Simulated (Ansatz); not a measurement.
```
Al N
1.0
     0.00000   -2.09748    2.09748
    -2.09748    2.09748    0.00000
    -4.43039   -4.43039   -4.43039
Al N
3 3
Direct
  0.00000 0.00000 0.99733
  0.33333 0.66667 0.66400
  0.66667 0.33333 0.33066
  0.00000 0.00000 0.75267
  0.33333 0.66667 0.41934
  0.66667 0.33333 0.08600
```

Space group R3m; started from the zincblende prototype, which need not be the ambient phase; changed on purpose from its base cell (epitaxial 111 strain -4.0%); computed pressure about 21 GPa in this cell.

These are results of DFT, PBE, plane waves, PAW (Ansatz 0.2.0), not measurements.

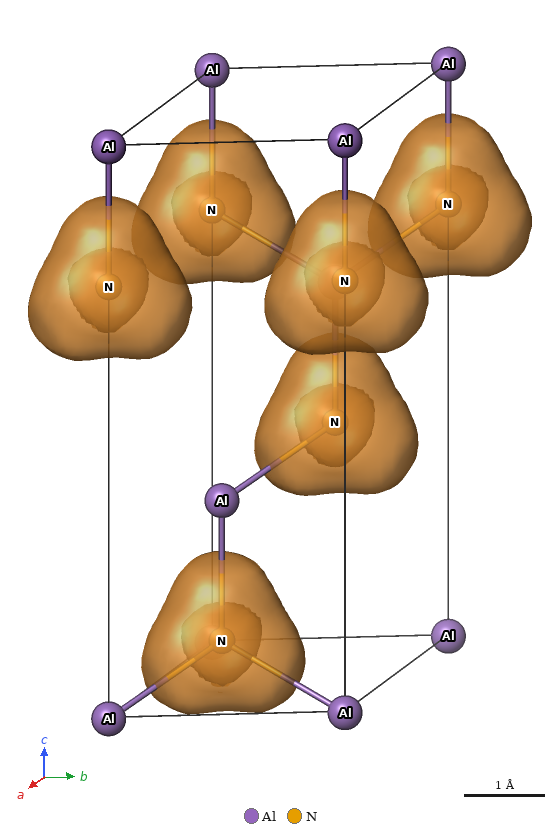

AlN. Isosurface of the ELF at 0.75 (orange), seen at an oblique angle. Only the valence region is drawn (cores and ρ < 0.01 e/Å³ removed). Sticks mark near contacts.

Core electrons are frozen (PAW), and the valence fields are smoothed inside the atomic spheres.

Question: Identify the bonds, lone pairs and shells in this picture.

Answer: At this value the surface marks out three regions on N in which the atom's valence shell and bonds are merged, counted in one cell of 6 atoms. Regions shared between cells count once.

Values along the shortest contacts:
Al–N (1.84 Å): the ELF peaks at about 0.90 in the valence shell of N, 0.7 Å from its nucleus, and is about 0.85 at the midpoint.

Question: Does the calculation make it a metal, or give it a gap?

Answer: It is gapped, with a Kohn–Sham gap of 3.1 eV on the k-point mesh, an upper bound to the gap of this method.
